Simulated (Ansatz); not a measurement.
Cell and atoms:

Space group I4_1/amd:1 (No. 141). a = 3.526 Å, b = 3.526 Å, c = 8.523 Å, α = 90.00°, β = 90.00°, γ = 90.00°
```
atom  site  symmetry       x       y       z
  Si    4a      -4m2  0.0000  0.5000  0.2500
   O    8e      2mm.  0.0000  0.5000  0.4578
```

What does this file describe?

Chemical formula SiO2. It belongs to space group I4_1/amd (No. 141) and has a body-centred tetragonal lattice. This arrangement goes by the name anatase. With Z = 4, the cell contains 4 Si, 8 O. The polyhedra are SiO6 octahedra; they share corners and edges. Si bonds to six O in a distorted octahedral arrangement at 1.77 to 1.80 Å. O bonds to three Si at 1.77 to 1.80 Å. The bonds build a three-dimensional framework.

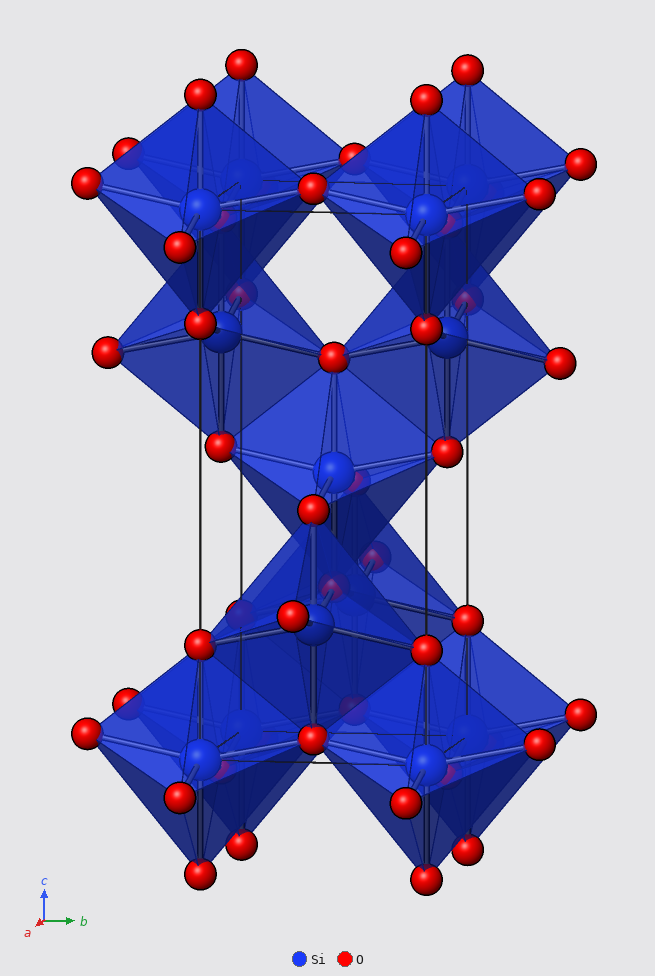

Polyhedral representation of a periodic structure, projected slightly off an axis. The parallelepiped is the conventional unit cell. A few atoms beyond the faces are included. Colours: silicon blue, oxygen red.

Its origin is a structure listed in the Materials Project, with elements exchanged, so it need not be a known form of the compound. What is shown is the relaxed result from DFT PBE, scalar-relativistic, plane waves, PAW in Ansatz.
